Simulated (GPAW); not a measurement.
# Dielectric function and optical constants of Cu3N, part 2 of 2

Aim: the dielectric function of Cu3N, and the optical constants that follow from it. The cell comes from an older database entry, whose edges can differ from later determinations, mostly by under a per cent.

GPAW 26.7.0; DFT, PBE, plane-wave PAW (GPAW data sets), scalar-relativistic, RPA, optical limit.

So far. Step 2 (Ground state): There is a gap, 0.17 eV on this mesh (points off the mesh can give less), so no carriers' term is needed.

The database entry behind the starting cell differs from later determinations by our own check (0.1 to 0.3 % short, probably kX units), so it need not match the best structure at ambient conditions.

### 4. Dielectric function, RPA (continued)

Some rows of df_x.csv (energy; Re and Im without local fields; Re and Im with them):

```text
0.000000, 17.417841, 0.000000, 16.468649, 0.000000
0.555532, 19.696224, 3.716354, 18.614558, 3.505279
1.143969, 18.366650, 14.608769, 17.415477, 13.611837
1.768324, 4.453432, 7.751870, 4.104031, 7.327942
2.431988, 5.952346, 10.293127, 5.806832, 9.456276
3.138794, 5.226360, 7.308767, 5.013501, 6.732340
3.893091, -0.350732, 7.103717, -0.218693, 6.916635
4.699832, 1.334726, 4.997289, 1.375288, 4.736886
5.564682, 1.095113, 4.310669, 1.125662, 4.096715
6.494155, 0.298061, 3.961091, 0.251717, 3.926671
7.495775, 0.210211, 3.132322, 0.150313, 3.007942
8.578281, 0.287399, 3.169578, 0.152153, 2.998818
9.751884, -0.404304, 2.708362, -0.349426, 2.553065
11.028587, -0.536953, 1.643654, -0.551585, 1.524755
12.422601, -0.006480, 1.681915, 0.057765, 1.357054
13.950874, -0.150955, 1.083180, -0.062926, 0.912642
15.633783, 0.011849, 0.777854, 0.178456, 0.668085
17.496047, 0.438181, 0.542482, 0.508471, 0.448510
19.567954, 0.594015, 0.559830, 0.663807, 0.459254
```

The Im ε, E ∥ x has structure finer than the step of the table below, so its rows give means over 1 eV, whole bins alone (the curve runs from 0 to 21.9 eV). Peaks (eV: height): 1.3: 17.6, 2.5: 10.2, 3.6: 9.03.

Sum at mesh points, not converged in k; values under the direct gap are tails of Lorentzian lines. Im ε, E ∥ x against photon energy; means over each step:

| photon energy (eV) | Im ε, E ∥ x |
| --- | --- |
| 1 | 10.5 |
| 2 | 8.34 |
| 3 | 7.53 |
| 4 | 6.48 |
| 5 | 4.53 |
| 6 | 4.30 |
| 7 | 3.53 |
| 8 | 2.93 |
| 9 | 2.89 |
| 10 | 2.43 |
| 11 | 1.59 |
| 12 | 1.26 |
| 13 | 1.21 |
| 14 | 0.917 |
| 15 | 0.733 |
| 16 | 0.577 |
| 17 | 0.426 |
| 18 | 0.465 |
| 19 | 0.457 |
| 20 | 0.492 |
| 21 | 0.574 |

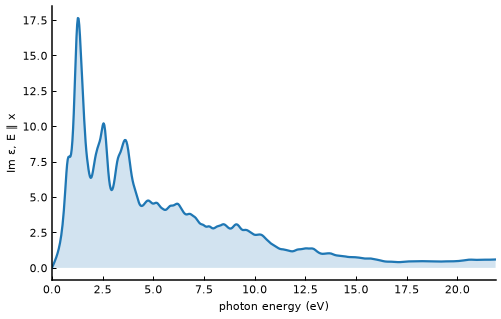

Im ε, E ∥ x, plotted against photon energy.

The reflectivity at normal incidence, E ∥ x has structure finer than the step of the table below, so its rows give means over 1 eV, whole bins alone (the curve runs from 0 to 21.9 eV). Peaks (eV: height): 1.3: 46.4, 2.6: 37.5, 3.8: 38.1, 10.7: 29.7, 13.1: 22.6.

Sum at mesh points, not converged in k. Reflectivity at normal incidence, E ∥ x against photon energy; means over each step:

| photon energy (eV) | reflectivity at normal incidence, E ∥ x (%) |
| --- | --- |
| 1 | 42.3 |
| 2 | 33.0 |
| 3 | 31.3 |
| 4 | 32.7 |
| 5 | 24.8 |
| 6 | 25.0 |
| 7 | 25.0 |
| 8 | 21.1 |
| 9 | 23.2 |
| 10 | 25.9 |
| 11 | 27.5 |
| 12 | 18.1 |
| 13 | 19.8 |
| 14 | 17.7 |
| 15 | 14.4 |
| 16 | 12.2 |
| 17 | 6.25 |
| 18 | 3.93 |
| 19 | 3.09 |
| 20 | 2.47 |
| 21 | 3.08 |

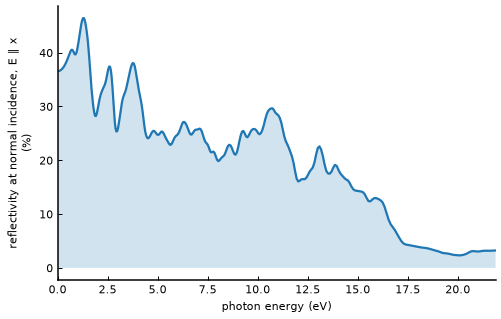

Reflectivity at normal incidence, E ∥ x against photon energy.

The loss function −Im 1/ε at q → 0, E ∥ x has structure finer than the step of the table below, so its rows give means over 2 eV, whole bins alone (the curve runs from 0 to 21.9 eV). Peaks (eV: height): 16.3: 1.75.

Sum at mesh points, not converged in k; values under the direct gap are tails of Lorentzian lines. Table of loss function −Im 1/ε at q → 0, E ∥ x by energy loss; means over each step:

| energy loss (eV) | loss function −Im 1/ε at q → 0, E ∥ x |
| --- | --- |
| 2 | 0.0808 |
| 4 | 0.156 |
| 6 | 0.230 |
| 8 | 0.331 |
| 10 | 0.412 |
| 12 | 0.745 |
| 14 | 1.10 |
| 16 | 1.49 |
| 18 | 0.934 |
| 20 | 0.688 |

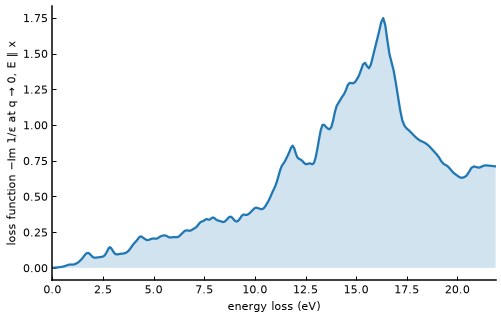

Loss function −Im 1/ε at q → 0, E ∥ x, plotted against energy loss.

The Im ε, E ∥ x has structure finer than the step of the table below, so its rows give means over 1 eV, whole bins alone (the curve runs from 0 to 21.9 eV). Peaks (eV: height): without local fields 1.3: 18.7, 2.5: 10.9, 3.6: 9.55; with local fields 1.3: 17.6, 2.5: 10.2, 3.6: 9.03.

Sum at mesh points, not converged in k; values under the direct gap are tails of Lorentzian lines. The Im ε, E ∥ x by photon energy; means over each step:

| photon energy (eV) | without local fields | with local fields |
| --- | --- | --- |
| 1 | 11.1 | 10.5 |
| 2 | 8.94 | 8.34 |
| 3 | 8.05 | 7.53 |
| 4 | 6.76 | 6.48 |
| 5 | 4.74 | 4.53 |
| 6 | 4.41 | 4.30 |
| 7 | 3.63 | 3.53 |
| 8 | 3.07 | 2.93 |
| 9 | 3.15 | 2.89 |
| 10 | 2.60 | 2.43 |
| 11 | 1.73 | 1.59 |
| 12 | 1.52 | 1.26 |
| 13 | 1.39 | 1.21 |
| 14 | 1.11 | 0.917 |
| 15 | 0.866 | 0.733 |
| 16 | 0.636 | 0.577 |
| 17 | 0.492 | 0.426 |
| 18 | 0.545 | 0.465 |
| 19 | 0.544 | 0.457 |
| 20 | 0.607 | 0.492 |
| 21 | 0.652 | 0.574 |

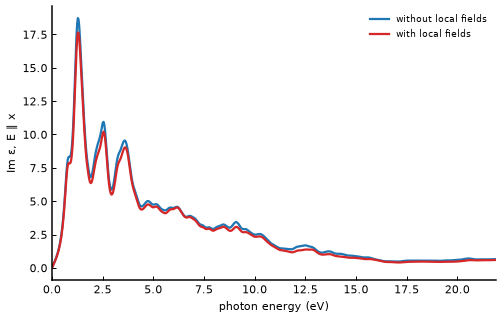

Im ε, E ∥ x against photon energy.

Optical constants at common wavelengths, from n + ik = √ε:

| wavelength (nm) | n | k | R (%) | 1/α |
| --- | --- | --- | --- | --- |
| 1550 | 4.25 | 0.914 | 40.1 | 135 nm |
| 1064 | 4.42 | 1.641 | 44.9 | 52 nm |
| 800 | 2.76 | 2.108 | 40.6 | 30 nm |
| 633 | 2.75 | 1.170 | 28.7 | 43 nm |
| 450 | 2.14 | 1.698 | 32.8 | 21 nm |
| 405 | 2.48 | 1.207 | 26.9 | 27 nm |
| 248 | 1.72 | 1.321 | 24.7 | 15 nm |

Below the direct gap, k and the depth come from the tails of the Lorentzian lines, not from transitions.

Rows near the edge hang on the gap, which this functional as a rule makes too small, and phonon-assisted absorption is left out.

### 5. Outcome

* electronic dielectric constant ε∞, mean over x, y and z (by symmetry where fewer were run) (RPA): 16.5
* centre of weight of the strongest loss peak in the window, first axis: 15.7 eV

At this level (PBE, RPA) Cu3N has ε∞ = 16.5 and n = 4.25 at 1550 nm. On the mesh the gap is 0.17 eV and the least direct gap 0.71 eV, so on this mesh the band edges lie at different points. Local fields change the static value along x from 17.42 to 16.47 (-5 %). Excitons and phonon-assisted transitions are missing; PBE gaps are as a rule too small, which pulls the onset down and ε∞ up. The gap is small and seen on the mesh alone; bands may touch between the points, and no carriers' term was added. In this version of GPAW the matrix elements of the optical limit are incomplete, which can lower ε − 1 by up to a tenth where first-row anions or d states rule, and shift it by more in d metals. The sum runs over mesh points 0.21 Å⁻¹ apart with no interpolation, so peaks are partly noise of the mesh; over so small a direct gap single mesh points weigh heavily, so ε∞, n and their changes from run to run can be far off.

[Machine, clock and banner lines and Python warnings are left out of the logs.]

[Logs are printed without paths, hosts, clocks, repeated set-up lines and the standing remarks that a program may print on its own settings, such as how far it seeks lower states.]

[Hosts, paths, dates, database ids (printed as entryN), source tags and the programs' standing remarks are cut or masked in the printed files.]
